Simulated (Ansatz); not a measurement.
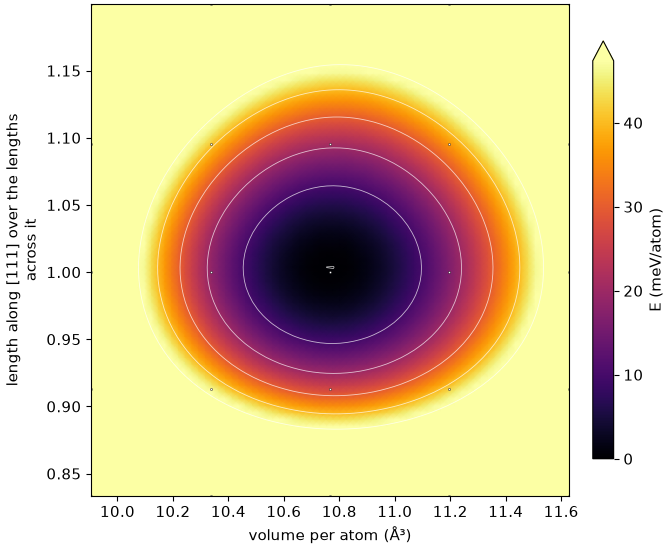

TaN (Fm-3m, No. 225; 2 atoms in the cell). 
- The energy is mapped over volume and the cell's shape.
- The first coordinate is: volume per atom; the second: length along [111] over the lengths across it, relative to the cubic cell.
- Nothing is relaxed (symmetry fixes all fractional coordinates).
- Grid: 5 × 5 points.
- Points are written as (first, second).
- Energies are in meV/atom, from the lowest grid point.
- Computed with Ansatz 0.2.0, DFT PBE, scalar-relativistic, plane waves, PAW. Settings: cutoff 520 eV, k-mesh 20×20×20, gaussian smearing 0.15 eV, no spin polarisation.

In the figure: a smooth colour map with a few white contour lines, dots at the grid points, one colour for all values above the top of the scale. Between grid points the surface is interpolated.

Q: Estimate the position of the minimum and the force constants in these coordinates.

A: The interpolated minimum is at volume per atom ≈ 10.77 Å³, the second coordinate ≈ 1.000. The curvatures there are about 0.38 eV/(Å³)² and 11 eV, with a cross term of about 0 eV/Å³ (per cell of 2 atoms). Round the minimum the two coordinates are nearly uncoupled.

PAW datasets: the set soft_1.
